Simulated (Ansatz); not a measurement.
# Ga2P: what the fields show

Input file:

```
crystal:
  lattice:
    - [0.0, 3.1383494215, 3.1383494215]
    - [3.1383494215, 0.0, 3.1383494215]
    - [3.1383494215, 3.1383494215, 0.0]
  atoms:
    - { symbol: Ga, position: [0.5, 0.5, 0.5] }
    - { symbol: Ga, position: [0.25, 0.25, 0.25] }
    - { symbol: P, position: [0.0, 0.0, 0.0] }
basis:
  ecutwfc: 420
kpoints:
  mp_grid: { grid: [12, 12, 12] }
hamiltonian:
  xc: pbe
scf:
  occupations: { method: gaussian, width: 0.1 }
output:
  forces: true
  stress: true
  eigenvalues: true
  write_density: true
  write_potential: true
  elf: true
  volumetric_format: npy
relax:
  adjacent_minimum: "off"
  f_tol: 0.01
  max_steps: 80
  cell: { stress_tol: 0.05 }
```

Command:

```sh
ansatz run input.yaml --threads 1 --pin off --max-ram 2560MiB --backend cpu --events-out ev --progress --plain --runs-dir out
```

Below, planes, directions and counts refer to the conventional cell (a = 6.26 Å, b = 6.26 Å, c = 6.26 Å, α = 90.00°, β = 90.00°, γ = 90.00°).

The fields are those of the relaxed geometry.

Space group F-43m; a structure generated by program, which may or may not match a known phase; computed without spin polarisation.

All numbers below come from Ansatz, DFT PBE, scalar-relativistic, plane waves, PAW.

The density is the valence pseudo-density of a PAW calculation; it isn't the true density close to the nuclei.

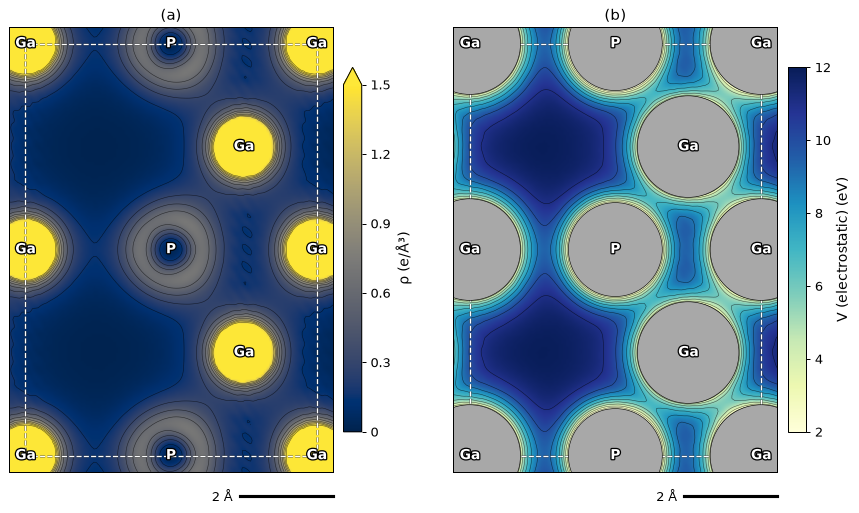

Figure 1. (a) valence pseudo-density; (b) electrostatic potential energy of an electron on the (011) plane of the conventional cell. Grey discs cover the atomic cores in the potential map.

Describe what can be read from this map.

The section cuts through Ga and P sites. Ga–Ga (2.71 Å): ρ is about 0.24 e/Å³ halfway. Ga–P (2.71 Å): the density is about 0.29 e/Å³ at the midpoint. Between the atoms the lowest density in this plane is 0.01 e/Å³. Outside the cores the potential energy rises away from the atoms and is highest about 2.7 Å from the nearest atoms; its zero is arbitrary.

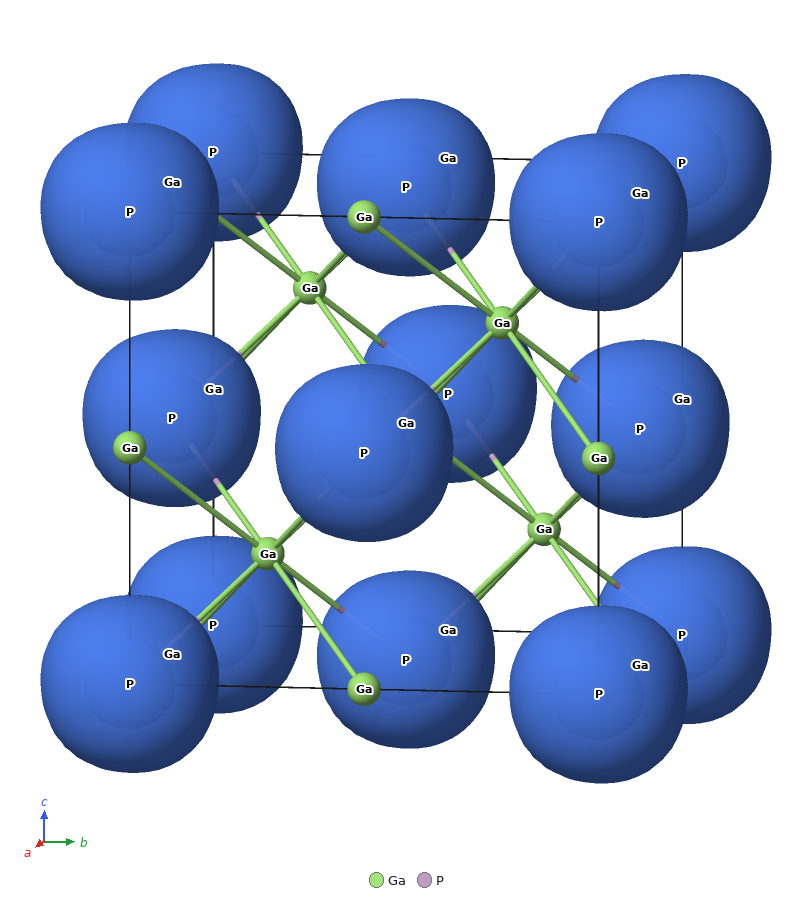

Figure 2. Isosurface of the ELF at 0.65 (blue), seen slightly off an axis. Only the valence region is drawn (cores and ρ < 0.01 e/Å³ removed). Sticks mark near contacts.

What do the ELF domains correspond to?

The ELF exceeds this value in four regions wrapped around P (the valence shell of each), counted in one cell of 12 atoms. Regions shared between cells count once. Along the contacts the grid gives the following. Ga–Ga (2.71 Å): the ELF is about 0.40 at the midpoint. Ga–P (2.71 Å): the ELF peaks at about 0.85 in the valence shell of P, 0.8 Å from its nucleus, and is about 0.55 at the midpoint.

Metal or insulator at this level of theory?

It is metallic or semimetallic at this level of theory: no gap opens.
